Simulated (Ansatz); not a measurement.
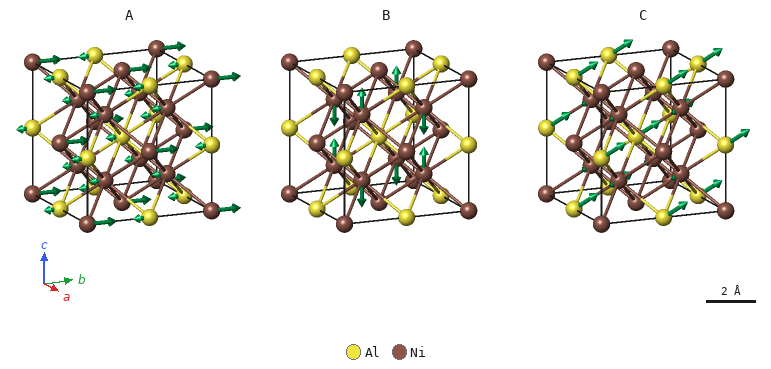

Three optical modes of crystalline AlNi₃ at the zone centre, in no order (one member of each degenerate set). The green arrows are the displacements of the atoms (eigenvector over the root of the mass), of arbitrary overall length and sign. The picture is a ball-and-stick view of the conventional cell (4 times the calculation's cell), seen slightly off an axis. Lengths and directions refer to the drawn axes.

These are results of Ansatz 0.2.0, DFT r2SCAN, scalar-relativistic, plane waves, PAW, not measurements. Settings: plane-wave cutoff 500 eV; k-point mesh 14 × 14 × 14; occupations gaussian; smearing width 0.15 eV; no spin polarisation.

Question: Order them from the lowest to the highest frequency (imaginary ones first).

Answer: B (193 cm⁻¹), A (246 cm⁻¹), C (336 cm⁻¹). B, T₂g: The Al and Ni (4a) atoms stay at rest; all motion is along c; atoms of one kind move against one another, with no net shift of their sublattice. A, T₁u: The Ni (4a) sublattice moves against the Al and Ni (8c) sublattices, along b; the kinetic energy is shared as Ni 93 %, Al 7 %. C, T₁u: The Ni (4a) atoms hardly move; the Al sublattice moves against the Ni (8c) sublattice, along [1 1 1]; the kinetic energy is shared as Al 80 %, Ni 20 %. The crystal is metallic in this run.

Limits of the set-up: an element that often carries a moment was run without spin polarisation.
